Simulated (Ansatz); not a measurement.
# Electron scattering at the Σ9 (221) boundary in fcc Ir with Mg (substitutional)

Wanted: what the Σ9 (221) boundary in fcc Ir with Mg (substitutional) costs an interconnect.

Main program and level: Ansatz 0.2.0; Ansatz plane-wave DFT, PBE, PAW files; relaxation of a bicrystal slab with its lowest layers held; PAW set soft_1, in the first sound run; inputs show where later runs differ.

## 1. Set-up

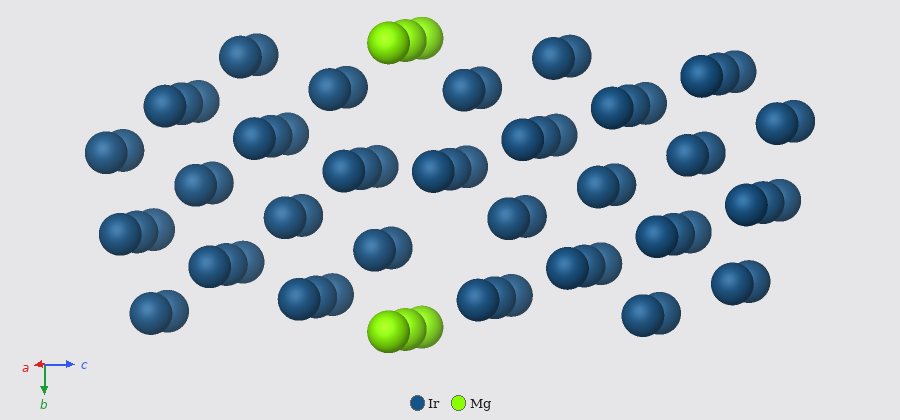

Start, viewed from the side, with the c axis across the page; iridium blue, magnesium green. 2×1×1 cells are drawn. Some periodic images of atoms are drawn too.

The cell holds 30 atoms: 29 Ir and 1 Mg. Its edges and angles: a = 2.715 Å, b = 8.145 Å, c = 30.197 Å, α = 90.0°, β = 90.0°, γ = 90.0°. It derives from Ir. built on the (2 2 1) plane; 2 overlapping atoms removed and the grains opened by 0 Å. Vacuum lies along c.

## 2. Relaxing the bicrystal

The boundary is built by mirroring the lower grain in the boundary plane and removing any atoms that overlap; then the Mg is put in at the boundary. A thin bicrystal slab is relaxed first, with the lowest layers held and the upper grain free to shift and open.

Contents of input.yaml:

```yaml
crystal:
  lattice:
    - [2.7148657757, 0.0, 0.0]
    - [0.0, 8.1445973271, 0.0]
    - [0.0, 0.0, 30.197]
  atoms:
    - { symbol: Ir, position: [0.5000000002, 0.3888888889, 0.1655793622] }
    - { symbol: Ir, position: [2.0e-10, 0.6666666667, 0.186770209] }
    - { symbol: Ir, position: [0.5000000002, 0.9444444445, 0.2079610557] }
    - { symbol: Ir, position: [2.0e-10, 0.2222222222, 0.2291519025] }
    - { symbol: Ir, position: [0.5000000002, 0.5, 0.2503427493] }
    - { symbol: Ir, position: [1.0e-10, 0.7777777778, 0.2715335961] }
    - { symbol: Ir, position: [0.5000000001, 0.0555555556, 0.2927244428] }
    - { symbol: Ir, position: [1.0e-10, 0.3333333333, 0.3139152896] }
    - { symbol: Ir, position: [0.5000000001, 0.6111111111, 0.3351061364] }
    - { symbol: Ir, position: [1.0e-10, 0.8888888889, 0.3562969831] }
    - { symbol: Ir, position: [0.5000000001, 0.1666666667, 0.3774878299] }
    - { symbol: Ir, position: [0.0, 0.4444444444, 0.3986786767] }
    - { symbol: Ir, position: [0.5, 0.7222222222, 0.4198695235] }
    - { symbol: Mg, position: [0.0, 0.0, 0.4410603702] }
    - { symbol: Ir, position: [0.0, 0.4444444444, 0.4834420638] }
    - { symbol: Ir, position: [0.5000000001, 0.1666666667, 0.5046329106] }
    - { symbol: Ir, position: [1.0e-10, 0.8888888889, 0.5258237573] }
    - { symbol: Ir, position: [0.5000000001, 0.6111111111, 0.5470146041] }
    - { symbol: Ir, position: [1.0e-10, 0.3333333333, 0.5682054509] }
    - { symbol: Ir, position: [0.5000000001, 0.0555555556, 0.5893962976] }
    - { symbol: Ir, position: [1.0e-10, 0.7777777778, 0.6105871444] }
    - { symbol: Ir, position: [0.5000000002, 0.5, 0.6317779912] }
    - { symbol: Ir, position: [2.0e-10, 0.2222222222, 0.652968838] }
    - { symbol: Ir, position: [0.5000000002, 0.9444444445, 0.6741596847] }
    - { symbol: Ir, position: [2.0e-10, 0.6666666667, 0.6953505315] }
    - { symbol: Ir, position: [0.5000000002, 0.3888888889, 0.7165413783] }
    - { symbol: Ir, position: [3.0e-10, 0.1111111111, 0.7377322251] }
    - { symbol: Ir, position: [0.5000000003, 0.8333333334, 0.7589230718] }
    - { symbol: Ir, position: [3.0e-10, 0.5555555556, 0.7801139186] }
    - { symbol: Ir, position: [0.5000000003, 0.2777777778, 0.8013047654] }
kpoints:
  mp_grid: { grid: [9, 3, 1] }
hamiltonian:
  xc: pbe
  pseudopotentials: { kind: paw, azcp: { folder: soft_1 } }
scf:
  occupations: { method: fermi_dirac, width: 0.1 }
relax:
  f_tol: 0.03
  max_steps: 80
  constraints: [{ sites: [0, 1, 2, 3, 4] }]
```

Run with:

```sh
ansatz run input.yaml --threads 4 --pin off --max-ram 15360MiB --backend cpu --events-out ev --progress --plain --runs-dir out
```

Numbers of over 12 decimals in the logs are rounded to 6 here.

Output:

```text
Engine: ansatz 0.2.0, aarch64-unknown-linux-gnu
Pseudopotentials: kind: paw
Pseudopotential: Ir, paw, valence charge 17, recommended cutoff 420 eV (normal), soft_1/Ir.paw.azcp
Pseudopotential: Mg, paw, valence charge 10, recommended cutoff 420 eV (normal), soft_1/Mg.paw.azcp
Functional definition: PBE
  parameter kappa = 0.804
  parameter beta = 0.066725
  exchange = pbe_x(kappa = kappa, mu = beta*pi^2/3)
  correlation = pbe_c(beta = beta)
Crystal: 30 atoms, lattice volume = 667.701 Å³
Basis set: ecut = 420 eV, 13167 PW (Γ), exchange–correlation on 40×120×432 points (8 copies of the dense FFT grid, shifted against one another)
Bands: 302, of which v1, the nominal top of the filled ones, is band 252 counted from 1 (251 counted from 0)
Symmetry: 2 space group operations
Space group: Pm (ITA 6), of the structure as read, at distance tolerance 8.7e-5 Å
k-points: 10 of 27 (time reversal used)
Non-local potential: Ir, projectors of the file, l = 0: 3, l = 1: 2, l = 2: 2, l = 3: 1
Non-local potential: Mg, projectors of the file, l = 0: 3, l = 1: 2, l = 2: 1
PAW form: soft (Blöchl's): semilocal exchange-correlation on the pseudo side does not see the compensation charge
PAW one-centre angular grid: Ir, 590 points (default); XC on 64 Gauss nodes
PAW one-centre angular grid: Mg, 110 points (default); XC on 64 Gauss nodes
Initial density: superposition of atomic densities (neutral atoms: chi_scale 0, normalization atom)
Initial wavefunctions: pseudopotential atomic-orbital guess
Functional: x = pbe(κ = 0.804, μ = 0.219515), c = pbe(β = 0.066725)
SCF iter   1: F=—  HF=-348086.077236 eV  |F-HF|=—  |Δ(HF+E_count)|=         —  Δρ=4.07e-2  dr2=3.72e1  ethr=3.10e-3  ⟨swp⟩=7.2  Hψ=12030  notcnv=0  defer=88
preconditioner: auto → LDOS  [metal: Δε(μ)=0.013 eV  Ē_g=6.484 eV  σ=0.100 eV  W_gap=0.03  n_scr=192 (ndim 8)  ℏωp=23.3 eV  f_vac=0.300  D(μ)=31.09/eV (n_scr^D=282)  β→1.0]
SCF iter   2: F=—  HF=-348085.558236 eV  |F-HF|=—  |Δ(HF+E_count)|=   5.19e-1  Δρ=3.11e-2  dr2=1.03e1  ethr=3.10e-3  ⟨swp⟩=3.0  Hψ=6228  notcnv=0  defer=127
SCF iter   3: F=—  HF=-348082.965469 eV  |F-HF|=—  |Δ(HF+E_count)|=    2.59e0  Δρ=7.49e-3  dr2=1.14e0  ethr=2.05e-3  ⟨swp⟩=3.0  Hψ=6209  notcnv=0  defer=126
SCF iter   4: F=—  HF=-348082.807018 eV  |F-HF|=—  |Δ(HF+E_count)|=   1.58e-1  Δρ=3.08e-3  dr2=7.88e-2  ethr=2.26e-4  ⟨swp⟩=2.1  Hψ=5762  notcnv=0  defer=125
SCF iter   5: F=—  HF=-348082.787710 eV  |F-HF|=—  |Δ(HF+E_count)|=   1.93e-2  Δρ=1.09e-3  dr2=1.99e-2  ethr=1.57e-5  ⟨swp⟩=3.5  Hψ=6104  notcnv=0  defer=125
SCF iter   6: F=—  HF=-348082.789918 eV  |F-HF|=—  |Δ(HF+E_count)|=   2.21e-3  Δρ=5.06e-4  dr2=3.20e-3  ethr=3.97e-6  ⟨swp⟩=2.0  Hψ=4320  notcnv=0  defer=125
SCF iter   7: F=—  HF=-348082.789512 eV  |F-HF|=—  |Δ(HF+E_count)|=   4.07e-4  Δρ=2.69e-4  dr2=1.16e-3  ethr=6.36e-7  ⟨swp⟩=2.8  Hψ=5163  notcnv=0  defer=125
SCF iter   8: F=—  HF=-348082.789415 eV  |F-HF|=—  |Δ(HF+E_count)|=   9.68e-5  Δρ=9.05e-5  dr2=8.81e-5  ethr=2.30e-7  ⟨swp⟩=2.0  Hψ=4117  notcnv=0  defer=125
SCF iter   9: F=—  HF=-348082.789422 eV  |F-HF|=—  |Δ(HF+E_count)|=   7.74e-6  Δρ=4.87e-5  dr2=2.88e-5  ethr=4.47e-9  ⟨swp⟩=5.0  Hψ=11233  notcnv=0
SCF iter  10: F=-348082.789413 eV  HF=-348082.789419 eV  |F-HF|=6.03e-6  |Δ(HF+E_count)|=   3.32e-6  Δρ=2.51e-5  dr2=6.63e-6  ethr=4.47e-9  ⟨swp⟩=4.0  Hψ=9100  notcnv=0
SCF 1 converged in 10 iterations: F = -348082.789413 eV  dr2 = 6.63e-6
  greatest PAW one-centre occupation: 1.000 electrons in one spin orbital (limit 2), on the Mg atom at site 13 (counted from 0), in its partial waves of l = 0
relax step   1: F+E_penalty+E_count = -348082.78941313 eV  Δ(F+E_penalty+E_count) = +0.000e0 eV  max|allowed force component| = 1.106e0 eV/Å  Δτ_max = 0.0000 Å  (10 SCF iters, dr2 threshold 2.25e-5 eV, accepted)
Initial density: handed on by an earlier stage of this run
Initial wavefunctions: those handed on with the density
iter 1 solved again at ethr=5.85e-4 eV; its pass at ethr=3.10e-3 eV (dr2=2.94e0 eV) is discarded
SCF iter   1: F=—  HF=-348083.275572 eV  |F-HF|=—  |Δ(HF+E_count)|=         —  Δρ=1.08e-2  dr2=2.76e0  ethr=5.85e-4  ⟨swp⟩=1.5  Hψ=10246  notcnv=0  defer=120
preconditioner: auto → LDOS  [metal: Δε(μ)=0.005 eV  Ē_g=6.347 eV  σ=0.100 eV  W_gap=0.01  n_scr=192 (ndim 8)  ℏωp=23.3 eV  f_vac=0.305  D(μ)=32.58/eV (n_scr^D=312)  β→1.0]
SCF iter   2: F=—  HF=-348083.217670 eV  |F-HF|=—  |Δ(HF+E_count)|=   5.79e-2  Δρ=4.17e-3  dr2=2.57e-1  ethr=5.48e-4  ⟨swp⟩=2.1  Hψ=4546  notcnv=0  defer=120
SCF iter   3: F=—  HF=-348083.187319 eV  |F-HF|=—  |Δ(HF+E_count)|=   3.04e-2  Δρ=2.47e-3  dr2=1.21e-1  ethr=5.11e-5  ⟨swp⟩=2.9  Hψ=5718  notcnv=0  defer=120
SCF iter   4: F=—  HF=-348083.158336 eV  |F-HF|=—  |Δ(HF+E_count)|=   2.90e-2  Δρ=5.14e-4  dr2=3.67e-3  ethr=2.40e-5  ⟨swp⟩=2.3  Hψ=4635  notcnv=0  defer=120
SCF iter   5: F=—  HF=-348083.159017 eV  |F-HF|=—  |Δ(HF+E_count)|=   6.82e-4  Δρ=1.53e-4  dr2=3.78e-4  ethr=7.29e-7  ⟨swp⟩=3.0  Hψ=5637  notcnv=0  defer=126
SCF iter   6: F=-348083.158999 eV  HF=-348083.159011 eV  |F-HF|=1.15e-5  |Δ(HF+E_count)|=   6.68e-6  Δρ=5.59e-5  dr2=3.64e-5  ethr=1.52e-8  ⟨swp⟩=3.2  Hψ=12625  notcnv=0
SCF 2 converged in 6 iterations: F = -348083.158999 eV  dr2 = 3.64e-5
relax step   2: F+E_penalty+E_count = -348083.15899926 eV  Δ(F+E_penalty+E_count) = -3.696e-1 eV  max|allowed force component| = 1.287e0 eV/Å  Δτ_max = 0.1960 Å  (6 SCF iters, dr2 threshold 7.64e-5 eV, accepted)
iter 1 solved again at ethr=1.86e-4 eV; its pass at ethr=3.10e-3 eV (dr2=9.38e-1 eV) is discarded
SCF iter   1: F=—  HF=-348083.387688 eV  |F-HF|=—  |Δ(HF+E_count)|=         —  Δρ=1.25e-2  dr2=9.36e-1  ethr=1.86e-4  ⟨swp⟩=1.9  Hψ=11811  notcnv=0  defer=117
preconditioner: auto → LDOS  [metal: Δε(μ)=0.012 eV  Ē_g=6.346 eV  σ=0.100 eV  W_gap=0.03  n_scr=192 (ndim 8)  ℏωp=23.3 eV  f_vac=0.306  D(μ)=32.38/eV (n_scr^D=304)  β→1.0]
SCF iter   2: F=—  HF=-348083.386206 eV  |F-HF|=—  |Δ(HF+E_count)|=   1.48e-3  Δρ=3.13e-3  dr2=8.95e-2  ethr=1.86e-4  ⟨swp⟩=2.0  Hψ=5112  notcnv=0  defer=117
SCF iter   3: F=—  HF=-348083.370669 eV  |F-HF|=—  |Δ(HF+E_count)|=   1.55e-2  Δρ=1.51e-3  dr2=2.52e-2  ethr=1.78e-5  ⟨swp⟩=2.8  Hψ=6070  notcnv=0  defer=117
SCF iter   4: F=—  HF=-348083.363275 eV  |F-HF|=—  |Δ(HF+E_count)|=   7.39e-3  Δρ=4.89e-4  dr2=1.67e-3  ethr=5.01e-6  ⟨swp⟩=2.4  Hψ=4942  notcnv=0  defer=123
SCF iter   5: F=—  HF=-348083.362759 eV  |F-HF|=—  |Δ(HF+E_count)|=   5.16e-4  Δρ=9.61e-5  dr2=6.40e-5  ethr=3.31e-7  ⟨swp⟩=2.0  Hψ=5381  notcnv=0  defer=123
SCF iter   6: F=-348083.362741 eV  HF=-348083.362749 eV  |F-HF|=8.36e-6  |Δ(HF+E_count)|=   9.88e-6  Δρ=3.66e-5  dr2=1.65e-5  ethr=1.27e-8  ⟨swp⟩=5.0  Hψ=10802  notcnv=0
SCF 3 converged in 6 iterations: F = -348083.362741 eV  dr2 = 1.65e-5
relax step   3: F+E_penalty+E_count = -348083.36274101 eV  Δ(F+E_penalty+E_count) = -2.037e-1 eV  max|allowed force component| = 2.814e-1 eV/Å  Δτ_max = 0.1815 Å  (6 SCF iters, dr2 threshold 1.00e-4 eV, accepted)
[...]
relax step   4: F+E_penalty+E_count = -348083.41536578 eV  Δ(F+E_penalty+E_count) = -5.262e-2 eV  max|allowed force component| = 2.918e-1 eV/Å  Δτ_max = 0.1844 Å  (7 SCF iters, dr2 threshold 4.95e-6 eV, accepted)
[...]
relax step   5: F+E_penalty+E_count = -348083.43958500 eV  Δ(F+E_penalty+E_count) = -2.422e-2 eV  max|allowed force component| = 1.440e-1 eV/Å  Δτ_max = 0.0966 Å  (7 SCF iters, dr2 threshold 5.32e-6 eV, accepted)
[...]
relax step   6: F+E_penalty+E_count = -348083.45748538 eV  Δ(F+E_penalty+E_count) = -1.790e-2 eV  max|allowed force component| = 1.066e-1 eV/Å  Δτ_max = 0.1159 Å  (7 SCF iters, dr2 threshold 5.05e-6 eV, accepted)
[...]
relax step   7: F+E_penalty+E_count = -348083.47197777 eV  Δ(F+E_penalty+E_count) = -1.449e-2 eV  max|allowed force component| = 2.287e-1 eV/Å  Δτ_max = 0.1949 Å  (7 SCF iters, dr2 threshold 2.77e-6 eV, accepted)
[...]
relax step   8: F+E_penalty+E_count = -348083.47746558 eV  Δ(F+E_penalty+E_count) = -5.488e-3 eV  max|allowed force component| = 6.718e-2 eV/Å  Δτ_max = 0.0541 Å  (5 SCF iters, dr2 threshold 2.87e-5 eV, accepted)
[...]
relax step   9: F+E_penalty+E_count = -348083.47852134 eV  Δ(F+E_penalty+E_count) = -1.056e-3 eV  max|allowed force component| = 3.066e-2 eV/Å  Δτ_max = 0.0523 Å  (7 SCF iters, accepted)
SCF iter   1: F=—  HF=-348083.477455 eV  |F-HF|=—  |Δ(HF+E_count)|=         —  Δρ=3.14e-4  dr2=2.11e-3  ethr=7.32e-7  ⟨swp⟩=3.3  Hψ=6365  notcnv=0  defer=132
preconditioner: auto → LDOS  [metal: Δε(μ)=0.002 eV  Ē_g=6.339 eV  σ=0.100 eV  W_gap=0.01  n_scr=192 (ndim 8)  ℏωp=23.3 eV  f_vac=0.303  D(μ)=32.91/eV (n_scr^D=320)  β→1.0]
SCF iter   2: F=—  HF=-348083.477340 eV  |F-HF|=—  |Δ(HF+E_count)|=   1.15e-4  Δρ=1.45e-4  dr2=3.13e-4  ethr=4.20e-7  ⟨swp⟩=2.0  Hψ=4651  notcnv=0  defer=132
SCF iter   3: F=—  HF=-348083.477310 eV  |F-HF|=—  |Δ(HF+E_count)|=   3.07e-5  Δρ=7.44e-5  dr2=1.04e-4  ethr=6.23e-8  ⟨swp⟩=3.0  Hψ=5939  notcnv=0  defer=132
SCF iter   4: F=—  HF=-348083.477295 eV  |F-HF|=—  |Δ(HF+E_count)|=   1.47e-5  Δρ=2.24e-5  dr2=7.34e-6  ethr=2.07e-8  ⟨swp⟩=2.0  Hψ=4415  notcnv=0  defer=132
SCF iter   5: F=—  HF=-348083.478666 eV  |F-HF|=—  |Δ(HF+E_count)|=   1.37e-3  Δρ=5.38e-6  dr2=4.73e-7  ethr=1.46e-9  ⟨swp⟩=2.1  Hψ=4704  notcnv=0  defer=132
SCF iter   6: F=-348083.478666 eV  HF=-348083.478666 eV  |F-HF|=5.94e-8  |Δ(HF+E_count)|=   5.05e-8  Δρ=1.83e-6  dr2=7.41e-8  ethr=1.99e-11  ⟨swp⟩=5.0  Hψ=11060  notcnv=0
SCF 10 converged in 6 iterations: F = -348083.478666 eV  dr2 = 7.41e-8
relax step  10: F+E_penalty+E_count = -348083.47866591 eV  Δ(F+E_penalty+E_count) = -1.446e-4 eV  max|allowed force component| = 2.149e-2 eV/Å  Δτ_max = 0.0139 Å  (6 SCF iters, accepted)
SCF converged after 6 iterations
Free energy (F): -348083.478666 eV
Harris-Foulkes:  -348083.478666 eV  (|F-HF|=5.94e-8)
Internal energy: -348082.387562 eV  (E = F + TS)
E sigma→0 (E₀):  -348082.933114 eV
Entropy (-TS):   -1.091104 eV (-36.370 meV/atom)
Fermi energy:    14.070128 eV
--- Per-component energies (eV) ---
  E_band       = -8284.997038
  E_kinetic    = 15709.542474
  E_local      = -598631.868829  (includes V_loc(G=0)·N_el)
  E_nonlocal   = 5705.499148
  E_hartree    = 292285.244982
  E_xc         = -6690.787600
  E_vxc        = -7460.510627  (∫ρ·V_xc dr)
  E_paw        = -268990.215171  (= ΣΔE_a)
  E_vpaw       = -8178.218604  (= ΣTr[D̂ρ^β])
  E_aug_tail   = 0.010014  (compensation charges beyond the density's cutoff)
  E_ewald      = 212530.187421
  E_smearing   = -1.091104  (= −TS)
  E_closure    = -0.000000  (closes the sum)
  Σ components = -348083.478666   (vs F -348083.478666, Δ=0.00e0)
--- Forces (eV/Å), atoms counted from 1 ---
  atom   1  Ir     0.00000000     0.67528767     1.10597157
  atom   2  Ir    -0.00000000    -0.20478168     0.16685924
  atom   3  Ir    -0.00000000    -0.34169862     0.18197952
  atom   4  Ir    -0.00000000    -0.34092602    -1.23006401
  atom   5  Ir     0.00000000     0.21743299    -0.22268561
  atom   6  Ir     0.00000000     0.00200328    -0.00561407
  atom   7  Ir    -0.00000000     0.00112644    -0.00040270
  atom   8  Ir    -0.00000000    -0.00272356     0.00018254
  atom   9  Ir    -0.00000000    -0.00369110    -0.00109701
  atom  10  Ir    -0.00000000    -0.00326991    -0.01017467
  atom  11  Ir    -0.00000000    -0.00116684     0.01762396
  atom  12  Ir    -0.00000000    -0.00776991     0.00352265
  atom  13  Ir    -0.00000000    -0.00531595    -0.00177699
  atom  14  Mg     0.00000000     0.02148565     0.00160036
  atom  15  Ir    -0.00000000    -0.00509765    -0.00134185
  atom  16  Ir    -0.00000000     0.00192368    -0.00685226
  atom  17  Ir    -0.00000000     0.00798465     0.00665165
  atom  18  Ir    -0.00000000    -0.00334481    -0.00183851
  atom  19  Ir     0.00000000    -0.00660243    -0.00644146
  atom  20  Ir     0.00000000     0.00372975    -0.00027217
  atom  21  Ir     0.00000000     0.00180745     0.00156273
  atom  22  Ir     0.00000000    -0.00476863    -0.00130524
  atom  23  Ir    -0.00000000    -0.00306267     0.00116571
  atom  24  Ir    -0.00000000     0.00377002     0.00344368
  atom  25  Ir    -0.00000000     0.00295772     0.00294790
  atom  26  Ir     0.00000000    -0.00386821     0.00038981
  atom  27  Ir     0.00000000    -0.00248861     0.00089682
  atom  28  Ir     0.00000000    -0.00145522     0.00457973
  atom  29  Ir     0.00000000    -0.00010636    -0.00405083
  atom  30  Ir     0.00000000     0.00262602    -0.00544667
  max |Σ_I F_I| component: 1.38e-5 eV/Å
--- Relaxed structure (10 steps of the walk, 10 accepted, 0 SCFs on fresh bases) ---
  F+E_penalty+E_count = -348083.47866591 eV   max|allowed force component| = 2.149e-2 eV/Å
  atoms:
    - { symbol: Ir, position: [0.5, 0.388889, 0.1655793622] }
    - { symbol: Ir, position: [0.0, 0.666667, 0.186770209] }
    - { symbol: Ir, position: [0.5, 0.944444, 0.2079610557] }
    - { symbol: Ir, position: [0.0, 0.222222, 0.2291519025] }
    - { symbol: Ir, position: [0.5, 0.500000, 0.2503427493] }
    - { symbol: Ir, position: [7.491903375274685e-19, 0.780027, 0.271996] }
    - { symbol: Ir, position: [0.5, 0.057575, 0.292952] }
    - { symbol: Ir, position: [7.84931959879668e-19, 0.335690, 0.312934] }
    - { symbol: Ir, position: [0.5, 0.611515, 0.335488] }
    - { symbol: Ir, position: [0, 0.888642, 0.358524] }
    - { symbol: Ir, position: [0.5, 0.172914, 0.376294] }
    - { symbol: Ir, position: [-1.5182935951439843e-18, 0.439886, 0.399979] }
    - { symbol: Ir, position: [0.5, 0.715738, 0.421635] }
    - { symbol: Mg, position: [8.695470607447255e-18, 0.026107, 0.442955] }
    - { symbol: Ir, position: [3.261507638781038e-17, 0.542368, 0.483064] }
    - { symbol: Ir, position: [0.5, 0.260219, 0.502516] }
    - { symbol: Ir, position: [3.2657515643237467e-17, 0.986940, 0.527933] }
    - { symbol: Ir, position: [0.5, 0.710290, 0.545067] }
    - { symbol: Ir, position: [3.2040006425394925e-17, 0.429530, 0.566942] }
    - { symbol: Ir, position: [0.5, 0.153092, 0.589760] }
    - { symbol: Ir, position: [3.1930249307340756e-17, 0.873645, 0.610916] }
    - { symbol: Ir, position: [0.5, 0.596363, 0.631837] }
    - { symbol: Ir, position: [3.225899734773399e-17, 0.319077, 0.653579] }
    - { symbol: Ir, position: [0.5, 1.044354, 0.675333] }
    - { symbol: Ir, position: [3.3064036165999516e-17, 0.765938, 0.695109] }
    - { symbol: Ir, position: [0.5, 0.486634, 0.716164] }
    - { symbol: Ir, position: [6.377420912170612e-18, 0.204785, 0.741819] }
    - { symbol: Ir, position: [0.5, 0.926259, 0.758999] }
    - { symbol: Ir, position: [7.964624680909742e-18, 0.653994, 0.779736] }
    - { symbol: Ir, position: [0.5, 0.386032, 0.799216] }
```

Wall time 13 min (4 threads of Arm Neoverse V1, shared host); peak memory 4.2 GiB; 53 min of CPU time.

(Continued in part 2 of 2.)

[Logs are printed without paths, hosts, clocks, repeated set-up lines and the standing remarks that a program may print on its own settings, such as how far it seeks lower states.]

[Hosts, paths, dates, database ids (printed as entryN), source tags and the programs' standing remarks are cut or masked in the printed files.]
